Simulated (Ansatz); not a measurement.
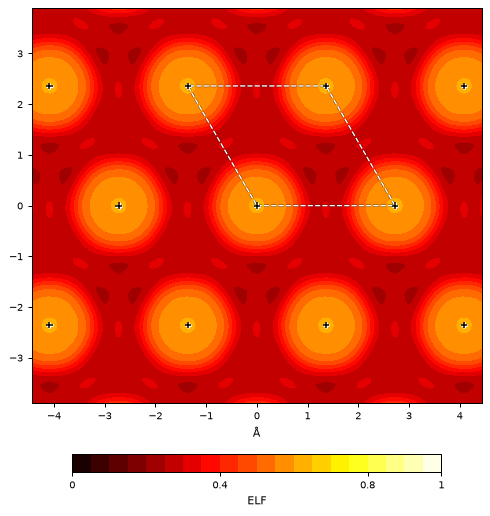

The electron localisation function on a plane through atoms (crosses mark nuclei in the plane).

Theory: DFT PBEsol, scalar-relativistic, plane waves, PAW (Ansatz).

Candidates:
A. AlAs, a = 5.67 Å, b = 4.01 Å, c = 12.04 Å, α = 90.00°, β = 90.00°, γ = 90.00°. Space group F-43m; PAW files of the earlier set (soft_1).
B. Pt, a = 2.73 Å, b = 2.73 Å, c = 4.71 Å, α = 90.00°, β = 90.00°, γ = 120.00°. Space group P6₃/mmc; a structure from a database of computed crystals, not necessarily the ambient phase; PAW files of the earlier set (soft_1).

Q: Which candidate gave the map?

A: Candidate B: Pt on the (001) plane of the conventional cell, which holds Pt. Pt–Pt (2.73 Å): the ELF is about 0.30 at the midpoint (no shared electron pair shows on this line).
